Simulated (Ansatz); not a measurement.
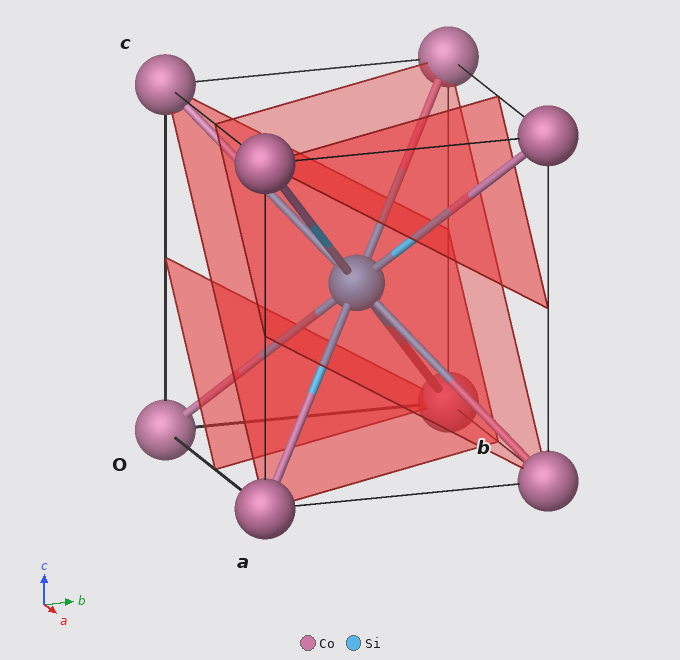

Crystal: CoSi, the geometry relaxed with Ansatz, DFT PBE, scalar-relativistic, plane waves, PAW; the starting structure was generated, so it need not be a known form of this composition. Every member of one family of equally spaced planes, hx + ky + lz = a whole number, that cuts the unit cell is shaded (one member passes through the origin O, touching the cell only at an edge or corner). The drawing is computed from the coordinates (standard cell, symmetry found to 0.002 Å).

a = 2.617 Å, b = 2.617 Å, c = 3.136 Å, α = 90.00°, β = 90.00°, γ = 90.00°.

Index the planes.

Answer. (2 1 2); the opposite sign names the same planes. The member next to the origin meets the axes a at 1/2, b at 1, c at 1/2.

What is the spacing?

Answer. d = 0.938 Å.

Which atoms of the cell lie in these planes (within 0.03 Å)?

Answer. The Co atom.
